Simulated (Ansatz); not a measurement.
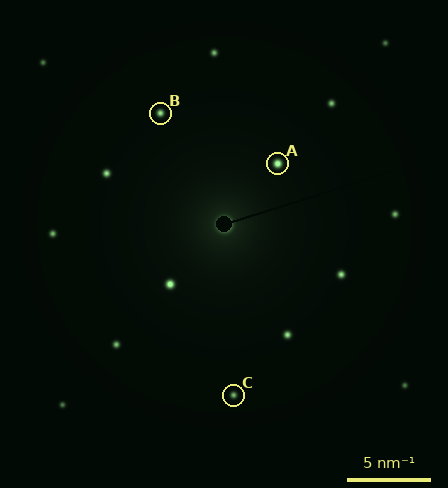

Computed electron diffraction pattern, 120 kV, single scattering only, B = 0.5 Å². The zone axis points towards the electron source and the pattern is seen from the source side.

The sample is Cd, space group Pm-3m (No. 221), a = 2.90 Å. Structure: the end point of a relaxation with DFT, PBEsol, plane waves (420 eV) with PAW, scalar-relativistic (Ansatz); the starting structure was generated, so it need not be a known form of this composition.

| atom | site | symmetry | x | y | z |
| --- | --- | --- | --- | --- | --- |
| Cd | 1a | m-3m | 0.0000 | 0.0000 | 0.0000 |

Spot A is indexed -1 1 0 and spot B -1 0 2.

Question: What are the indices of the remaining marked spot?

Answer: C = −A − B = 2 -1 -2 (d = 0.968 Å).

Question: Which zone axis is this?

Answer: The cross product of A and B is parallel to [221]; every spot obeys hu + kv + lw = 0.
